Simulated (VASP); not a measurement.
Geometry relaxation of MgS

MgS (2 atoms in the cell), computed with DFT, plane waves, PAW, settings varied from a PBE run (VASP 6.6.1).

The structure was built on a prototype by a generator.

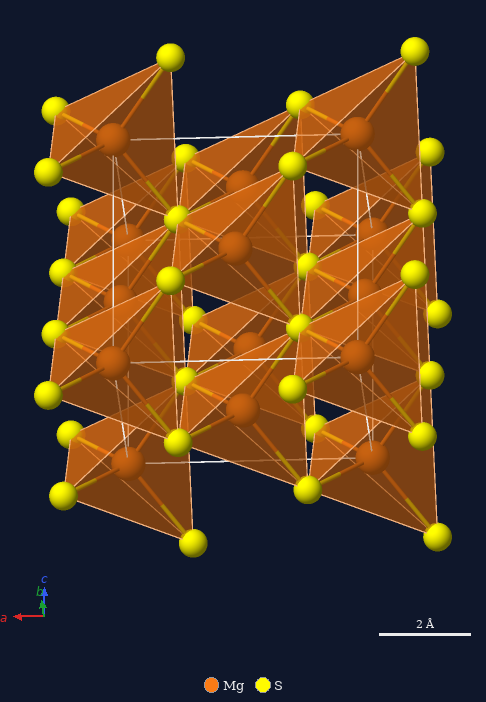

The structure as given in the input (polyhedral view of the cell 4 times as large as that of the calculation, set on its symmetry axes, seen at an oblique angle; polyhedra are completed across the faces of the cell).

### INCAR
```
ENCUT = 600.000000
SIGMA = 0.020000
EDIFFG = -5.00e-03
GGA = PE
PREC = Accurate
IBRION = 2
ISMEAR = -1
NBANDS = 11
NELM = 120
NSW = 40
LASPH = .TRUE.
LCHARG = .FALSE.
LWAVE = .FALSE.
LREAL = .FALSE.
EDIFF = 0.0001
ISIF = 7
```

### KPOINTS
```
KPOINTS created by Atomic Simulation Environment
0
Gamma
8 8 8
0 0 0
```

### POSCAR
```
Mg S
 1.0000000000000000
     0.0000000000000000    2.7085810529000001    2.7085810529000001
     2.7085810529000001    0.0000000000000000    2.7085810529000001
     2.7085810529000001    2.7085810529000001    0.0000000000000000
 Mg  S
   1   1
Cartesian
  0.0000000000000000  0.0000000000000000  0.0000000000000000
  1.3542905264500000  1.3542905264500000  1.3542905264500000
```

Launched with:
```bash
mpirun -np 1 vasp_std
```

### OSZICAR
```
N       E                     dE             d eps       ncg     rms          rms(c)
DAV:   1     0.274836337135E+02    0.27484E+02   -0.38177E+03   646   0.667E+02
DAV:   2    -0.700259575199E+01   -0.34486E+02   -0.32895E+02   769   0.107E+02
DAV:   3    -0.877342803354E+01   -0.17708E+01   -0.17680E+01   791   0.268E+01
DAV:   4    -0.878572669744E+01   -0.12299E-01   -0.12298E-01   720   0.260E+00
DAV:   5    -0.878586804565E+01   -0.14135E-03   -0.14135E-03   794   0.277E-01    0.442E+00
DAV:   6    -0.831159940629E+01    0.47427E+00   -0.10694E+00   677   0.405E+00    0.351E+00
DAV:   7    -0.826931417133E+01    0.42285E-01   -0.28883E-01   743   0.227E+00    0.273E+00
DAV:   8    -0.827583937944E+01   -0.65252E-02   -0.19827E-02   698   0.868E-01    0.149E+00
DAV:   9    -0.827515457713E+01    0.68480E-03   -0.21570E-03   692   0.241E-01    0.373E-01
DAV:  10    -0.827531159659E+01   -0.15702E-03   -0.41583E-04   716   0.100E-01    0.777E-02
DAV:  11    -0.827531557505E+01   -0.39785E-05   -0.46242E-05   579   0.293E-02
   1 F= -.82753156E+01 E0= -.82753156E+01  d E =-.827532E+01
       N       E                     dE             d eps       ncg     rms          rms(c)
DAV:   1    -0.958128498255E+01   -0.13060E+01   -0.19882E+01   668   0.204E+01    0.673E+00
DAV:   2    -0.855293562422E+01    0.10283E+01   -0.30370E+00   673   0.697E+00    0.242E+00
DAV:   3    -0.846083296345E+01    0.92103E-01   -0.54844E-01   749   0.312E+00    0.123E+00
DAV:   4    -0.845838628164E+01    0.24467E-02   -0.49198E-03   734   0.442E-01    0.103E+00
DAV:   5    -0.845580126168E+01    0.25850E-02   -0.28410E-03   725   0.320E-01    0.167E-01
DAV:   6    -0.845578531921E+01    0.15942E-04   -0.75243E-05   484   0.576E-02
   2 F= -.84557853E+01 E0= -.84557853E+01  d E =-.180470E+00
       N       E                     dE             d eps       ncg     rms          rms(c)
DAV:   1    -0.854352053252E+01   -0.87719E-01   -0.13005E+00   683   0.561E+00    0.211E+00
DAV:   2    -0.847872752991E+01    0.64793E-01   -0.17325E-01   682   0.165E+00    0.683E-01
DAV:   3    -0.847289737367E+01    0.58302E-02   -0.37616E-02   743   0.844E-01    0.629E-01
DAV:   4    -0.847282211156E+01    0.75262E-04   -0.29196E-04   716   0.111E-01
   3 F= -.84728221E+01 E0= -.84728221E+01  d E =-.197507E+00
       N       E                     dE             d eps       ncg     rms          rms(c)
DAV:   1    -0.847292068912E+01   -0.23315E-04   -0.50996E-03   686   0.364E-01    0.883E-02
DAV:   2    -0.847266119469E+01    0.25949E-03   -0.69796E-04   677   0.106E-01    0.474E-02
DAV:   3    -0.847263307299E+01    0.28122E-04   -0.13646E-04   346   0.517E-02
   4 F= -.84726331E+01 E0= -.84726331E+01  d E =-.197317E+00
       N       E                     dE             d eps       ncg     rms          rms(c)
DAV:   1    -0.847270186693E+01   -0.40672E-04   -0.11039E-03   704   0.167E-01    0.987E-02
DAV:   2    -0.847264890681E+01    0.52960E-04   -0.13784E-04   343   0.476E-02
   5 F= -.84726489E+01 E0= -.84726489E+01  d E =-.158338E-04
       N       E                     dE             d eps       ncg     rms          rms(c)
DAV:   1    -0.847302182753E+01   -0.31996E-03   -0.85885E-03   674   0.453E-01    0.173E-01
DAV:   2    -0.847255190133E+01    0.46993E-03   -0.12549E-03   685   0.141E-01    0.573E-02
DAV:   3    -0.847250950793E+01    0.42393E-04   -0.26876E-04   593   0.714E-02
   6 F= -.84725095E+01 E0= -.84725095E+01  d E =0.123565E-03
       N       E                     dE             d eps       ncg     rms          rms(c)
DAV:   1    -0.847286657873E+01   -0.31468E-03   -0.43306E-03   683   0.323E-01    0.156E-01
DAV:   2    -0.847265167985E+01    0.21490E-03   -0.60692E-04   656   0.981E-02    0.640E-02
DAV:   3    -0.847263418844E+01    0.17491E-04   -0.12823E-04   337   0.494E-02
   7 F= -.84726342E+01 E0= -.84726342E+01  d E =-.111545E-05
       N       E                     dE             d eps       ncg     rms          rms(c)
DAV:   1    -0.847264926841E+01    0.24114E-05   -0.13874E-04   325   0.537E-02    0.142E-02
DAV:   2    -0.847264284800E+01    0.64204E-05   -0.17363E-05   328   0.192E-02
   8 F= -.84726428E+01 E0= -.84726428E+01  d E =-.977501E-05
       N       E                     dE             d eps       ncg     rms          rms(c)
DAV:   1    -0.847265063656E+01   -0.13682E-05   -0.60177E-05   325   0.409E-02    0.105E-02
DAV:   2    -0.847264611626E+01    0.45203E-05   -0.11827E-05   328   0.150E-02
   9 F= -.84726461E+01 E0= -.84726461E+01  d E =-.130433E-04
       N       E                     dE             d eps       ncg     rms          rms(c)
DAV:   1    -0.847264744432E+01    0.31922E-05   -0.10204E-05   322   0.171E-02    0.540E-03
DAV:   2    -0.847264624633E+01    0.11980E-05   -0.25092E-06   328   0.694E-03
  10 F= -.84726462E+01 E0= -.84726462E+01  d E =-.131733E-04
```

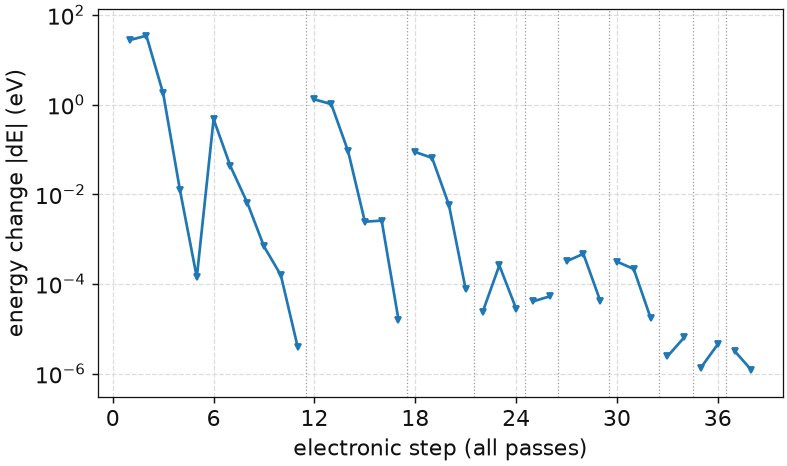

Convergence of the self-consistent field: energy change |dE| against the electronic step. Each stretch between dotted lines is the SCF of one geometry step of a relaxation. The 10 ionic steps take 2 to 11 electronic steps each. The density is held fixed in the first few steps, and dE rises again when its update begins.

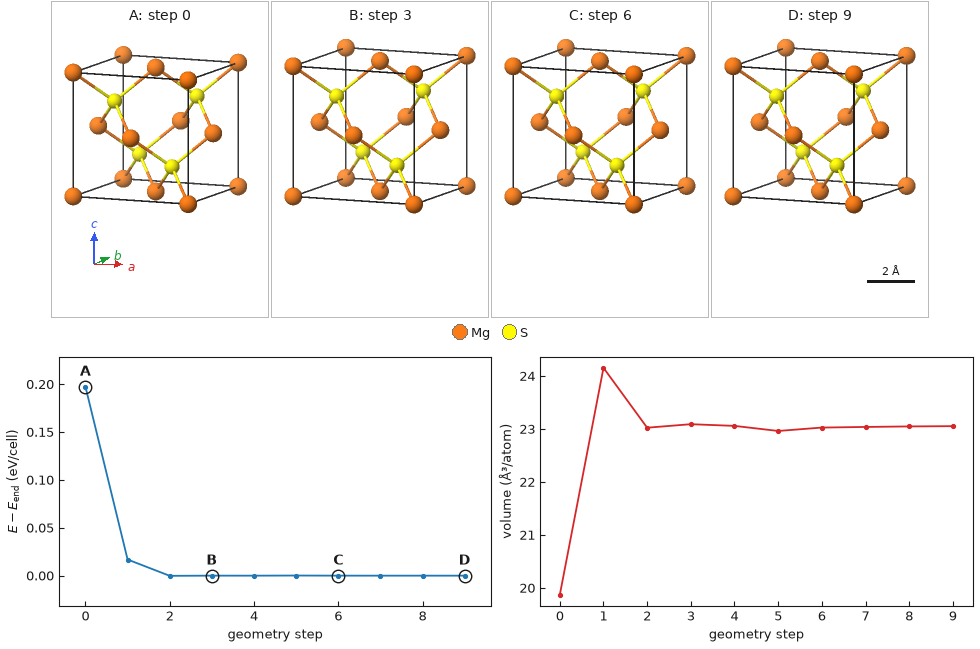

Frames of the relaxation (ball-and-stick view of the cell 4 times as large as that of the calculation, set on its symmetry axes, seen slightly off an axis) above the curves, on which the letters mark them (steps are counted from 0).

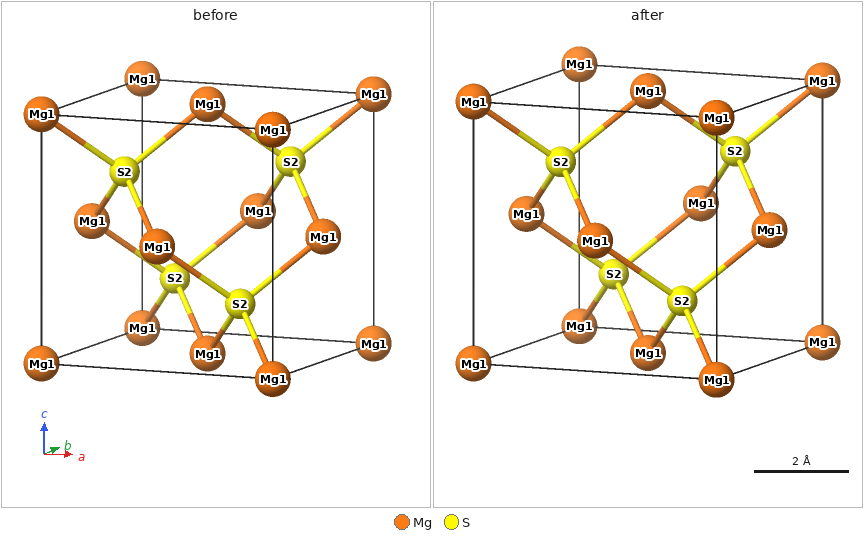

Before (left) and after (right) the relaxation, at one scale (ball-and-stick view of the cell 4 times as large as that of the calculation, set on its symmetry axes, seen slightly off an axis). The energy falls by 0.197 eV per cell of the calculation in 9 geometry steps. All forces vanish by symmetry, so only the cell relaxes. No atom moves by more than 0.005 Å relative to the cell. Cell: a = b = c 5.417 → 5.692 Å (+5.1 %). Volume +16.0 %. Distances before and after: Mg1–S2 2.346 → 2.465 Å. The space group stays F-43m (No. 216). (Atoms are counted from 1 in the order of the input.)

### Parts of OUTCAR
```
k-points           NKPTS =     29   k-points in BZ     NKDIM =     29   number of bands    NBANDS=     11

   NELECT =       8.0000    total number of electrons

   dimension x,y,z NGX =    32 NGY =   32 NGZ =   32
   dimension x,y,z NGXF=    64 NGYF=   64 NGZF=   64

  energy-cutoff  :      600.00
  volume of cell :       46.11
      direct lattice vectors                 reciprocal lattice vectors
     0.000000000  2.846083926  2.846083926    -0.175679992  0.175679992  0.175679992
     2.846083926  0.000000000  2.846083926     0.175679992 -0.175679992  0.175679992
     2.846083926  2.846083926  0.000000000     0.175679992  0.175679992 -0.175679992

 k-points in reciprocal lattice and weights: KPOINTS created by Atomic Simulation Env
   0.00000000  0.00000000  0.00000000       0.002
   0.12500000  0.00000000  0.00000000       0.016
   0.25000000  0.00000000  0.00000000       0.016
   0.37500000  0.00000000  0.00000000       0.016
   0.50000000  0.00000000  0.00000000       0.008
   0.12500000  0.12500000  0.00000000       0.012
   0.25000000  0.12500000  0.00000000       0.047
   0.37500000  0.12500000  0.00000000       0.047
   0.50000000  0.12500000  0.00000000       0.047
  -0.37500000  0.12500000  0.00000000       0.047
  -0.25000000  0.12500000  0.00000000       0.047
  -0.12500000  0.12500000  0.00000000       0.023
   0.25000000  0.25000000  0.00000000       0.012
   0.37500000  0.25000000  0.00000000       0.047
   0.50000000  0.25000000  0.00000000       0.047
  -0.37500000  0.25000000  0.00000000       0.047
  -0.25000000  0.25000000  0.00000000       0.023
   0.37500000  0.37500000  0.00000000       0.012
   0.50000000  0.37500000  0.00000000       0.047
  -0.37500000  0.37500000  0.00000000       0.023
   0.50000000  0.50000000  0.00000000       0.006
   0.37500000  0.25000000  0.12500000       0.047
   0.50000000  0.25000000  0.12500000       0.094
  -0.37500000  0.25000000  0.12500000       0.047
   0.50000000  0.37500000  0.12500000       0.047
  -0.37500000  0.37500000  0.12500000       0.094
  -0.25000000  0.37500000  0.12500000       0.047
  -0.37500000  0.50000000  0.12500000       0.023
  -0.25000000  0.50000000  0.25000000       0.012

 E-fermi :   1.3696

 k-point     1 :       0.0000    0.0000    0.0000
  band No.  band energies     occupation
      1     -10.2515      2.00000
      2       0.9635      2.00000
      3       0.9635      2.00000
      4       0.9635      2.00000
      5       4.3423      0.00000
      6       8.8723      0.00000
      7       8.8723      0.00000
      8       8.8723      0.00000
      9      11.7612      0.00000
     10      11.7612      0.00000
     11      14.5539      0.00000

 k-point     2 :       0.1250    0.0000    0.0000
  band No.  band energies     occupation
      1     -10.1670      2.00000
      2       0.2925      2.00000
      3       0.9113      2.00000
      4       0.9113      2.00000
      5       4.9982      0.00000
      6       8.6775      0.00000
      7       9.0468      0.00000
      8       9.0468      0.00000
      9      11.3076      0.00000
     10      11.3076      0.00000
     11      14.0041      0.00000

 k-point     3 :       0.2500    0.0000    0.0000
  band No.  band energies     occupation
      1      -9.9484      2.00000
      2      -0.8583      2.00000
      3       0.7931      2.00000
      4       0.7931      2.00000
      5       5.8576      0.00000
      6       8.6900      0.00000
      7       9.0896      0.00000
      8       9.0896      0.00000
      9      11.3517      0.00000
     10      11.3517      0.00000
     11      13.1414      0.00000

 k-point     4 :       0.3750    0.0000    0.0000
  band No.  band energies     occupation
      1      -9.7049      2.00000
      2      -1.7650      2.00000
      3       0.6846      2.00000
      4       0.6846      2.00000
      5       6.0476      0.00000
      6       8.7456      0.00000
      7       8.7456      0.00000
      8       9.2435      0.00000
      9      12.6282      0.00000
     10      12.6282      0.00000
     11      13.1193      0.00000

 k-point     5 :       0.5000    0.0000    0.0000
  band No.  band energies     occupation
      1      -9.5948      2.00000
      2      -2.1083      2.00000
      3       0.6422      2.00000
      4       0.6422      2.00000
      5       6.0206      0.00000
      6       8.5790      0.00000
      7       8.5790      0.00000
      8       9.4925      0.00000
      9      13.7282      0.00000
     10      14.0752      0.00000
     11      14.0752      0.00000

 [... the levels of 23 k-points are left out ...]

 k-point    29 :      -0.2500    0.5000    0.2500
  band No.  band energies     occupation
      1      -9.3746      2.00000
      2      -1.3002      2.00000
      3      -0.8248      2.00000
      4      -0.3309      2.00000
      5       6.4891      0.00000
      6       8.7771      0.00000
      7       9.1441      0.00000
      8       9.4409      0.00000
      9      13.4492      0.00000
     10      14.6387      0.00000
     11      14.7286      0.00000

  Total        0.0085411      0.0085411      0.0085411     -0.0000000      0.0000000     -0.0000000
  in kB        0.2967931      0.2967931      0.2967931     -0.0000000      0.0000000     -0.0000000
  external PRESSURE =       0.2967931 kB  Pullay stress =       0.0000000 kB

 POSITION                                       TOTAL-FORCE (eV/Angst)
 -----------------------------------------------------------------------------------
      0.00000      0.00000      0.00000        -0.000000     -0.000000     -0.000000
      1.42304      1.42304      1.42304         0.000000      0.000000      0.000000
 -----------------------------------------------------------------------------------
    total drift:                               -0.000000     -0.000000     -0.000000

  FREE ENERGIE OF THE ION-ELECTRON SYSTEM (eV)
  ---------------------------------------------------
  free  energy   TOTEN  =        -8.4726462463 eV

  energy  without entropy=       -8.4726462463  energy(sigma->0) =       -8.47264625
```

### CONTCAR
```
Mg S
   1.00000000000000
     0.0000000000000000    2.8460839257778527    2.8460839257778527
     2.8460839257778527    0.0000000000000000    2.8460839257778527
     2.8460839257778527    2.8460839257778527    0.0000000000000000
  Mg              S
     1     1
Direct
     0.0000000000000000    0.0000000000000000    0.0000000000000000
     0.2500000000000000    0.2500000000000000    0.2500000000000000

  0.00000000E+00  0.00000000E+00  0.00000000E+00
  0.00000000E+00  0.00000000E+00  0.00000000E+00
```

### Trajectory as extended XYZ (Å, eV, eV/Å), 10 frames, from step=None to step=None
```
2
Lattice="0.0000 2.7086 2.7086 2.7086 0.0000 2.7086 2.7086 2.7086 0.0000" Properties=species:S:1:pos:R:3:forces:R:3 step=None energy=-8.27532
Mg    0.0000    0.0000    0.0000    0.0000   0.0000   0.0000
S     1.3543    1.3543    1.3543    0.0000   0.0000   0.0000
2
Lattice="0.0000 2.8907 2.8907 2.8907 0.0000 2.8907 2.8907 2.8907 0.0000" Properties=species:S:1:pos:R:3:forces:R:3 step=None energy=-8.45579
Mg    0.0000    0.0000    0.0000    0.0000   0.0000   0.0000
S     1.4453    1.4453    1.4453    0.0000   0.0000   0.0000
2
Lattice="0.0000 2.8449 2.8449 2.8449 0.0000 2.8449 2.8449 2.8449 0.0000" Properties=species:S:1:pos:R:3:forces:R:3 step=None energy=-8.47282
Mg    0.0000    0.0000    0.0000    0.0000   0.0000   0.0000
S     1.4224    1.4224    1.4224    0.0000   0.0000   0.0000
2
Lattice="0.0000 2.8476 2.8476 2.8476 0.0000 2.8476 2.8476 2.8476 0.0000" Properties=species:S:1:pos:R:3:forces:R:3 step=None energy=-8.47263
Mg    0.0000    0.0000    0.0000    0.0000   0.0000   0.0000
S     1.4238    1.4238    1.4238    0.0000   0.0000   0.0000
2
Lattice="0.0000 2.8463 2.8463 2.8463 0.0000 2.8463 2.8463 2.8463 0.0000" Properties=species:S:1:pos:R:3:forces:R:3 step=None energy=-8.47265
Mg    0.0000    0.0000    0.0000    0.0000   0.0000   0.0000
S     1.4231    1.4231    1.4231    0.0000   0.0000   0.0000
2
Lattice="0.0000 2.8423 2.8423 2.8423 0.0000 2.8423 2.8423 2.8423 0.0000" Properties=species:S:1:pos:R:3:forces:R:3 step=None energy=-8.47251
Mg    0.0000    0.0000    0.0000    0.0000   0.0000   0.0000
S     1.4212    1.4212    1.4212    0.0000   0.0000   0.0000
2
Lattice="0.0000 2.8450 2.8450 2.8450 0.0000 2.8450 2.8450 2.8450 0.0000" Properties=species:S:1:pos:R:3:forces:R:3 step=None energy=-8.47263
Mg    0.0000    0.0000    0.0000    0.0000   0.0000   0.0000
S     1.4225    1.4225    1.4225    0.0000   0.0000   0.0000
2
Lattice="0.0000 2.8455 2.8455 2.8455 0.0000 2.8455 2.8455 2.8455 0.0000" Properties=species:S:1:pos:R:3:forces:R:3 step=None energy=-8.47264
Mg    0.0000    0.0000    0.0000    0.0000   0.0000   0.0000
S     1.4227    1.4227    1.4227    0.0000   0.0000   0.0000
2
Lattice="0.0000 2.8459 2.8459 2.8459 0.0000 2.8459 2.8459 2.8459 0.0000" Properties=species:S:1:pos:R:3:forces:R:3 step=None energy=-8.47265
Mg    0.0000    0.0000    0.0000    0.0000   0.0000   0.0000
S     1.4229    1.4229    1.4229    0.0000   0.0000   0.0000
2
Lattice="0.0000 2.8461 2.8461 2.8461 0.0000 2.8461 2.8461 2.8461 0.0000" Properties=species:S:1:pos:R:3:forces:R:3 step=None energy=-8.47265
Mg    0.0000    0.0000    0.0000    0.0000   0.0000   0.0000
S     1.4230    1.4230    1.4230    0.0000   0.0000   0.0000
```

### Summary

- outcome: converged
- space group (tolerance 0.01 Å): F-43m (216)
- electrons treated: 8
- free energy: −8.4726 eV
- Fermi energy: 1.370 eV
- pressure: 0.03 GPa
- final volume: 46.11 Å³
- largest force (length of the vector) at the end: under 0.001 eV/Å
- final cell: a = 4.025 Å, b = 4.025 Å, c = 4.025 Å, α = 60.00°, β = 60.00°, γ = 60.00°
- hardware: 1 CPU thread, shared host
- wall time: 19 s
- peak memory: 0.19 GiB

Settings chosen away from the usual ones: EDIFF = 0.0001; ISIF = 7. These settings are looser than, or depart from, a standard set-up, so the numbers are not reference values for this system. The volume changed by more than 5 % on the plane waves of the start, so the result carries a basis error; a second relaxation from the end is advised.
